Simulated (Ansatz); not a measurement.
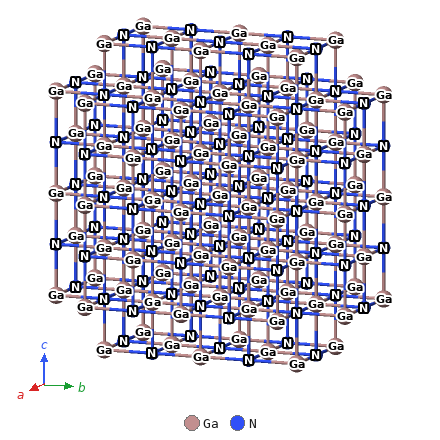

GaN (space group Fm-3m, No. 225): the geometry relaxed with DFT, PBE, plane waves, PAW in Ansatz 0.2.0.

Bonds are taken as Ga–N below 2.4 Å. Atoms with one bond or none are removed and atoms with two bonds are replaced by edges, until no such atom is left.

What kind of net remains, and which atoms are its nodes?

Answer. A uninodal 6-connected, three-periodic net: Ga and N are 6-connected nodes.

Which named net is it?

Answer. It is the pcu net, known from NaCl, ReO3 and the B-X framework of perovskite.

Is the net interpenetrated?

Answer. It is a single net, without interpenetration.

Give the point symbol of each node (shortest cycle at each angle).

Answer. Ga and N: 4^12.6^3.

The simplified net, drawn on the atoms' positions. Nodes are coloured by element. Short stubs are edges that leave the cut-out.

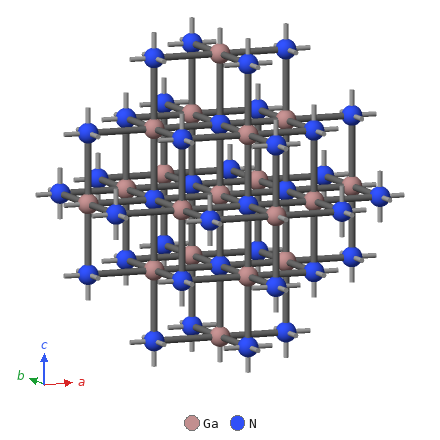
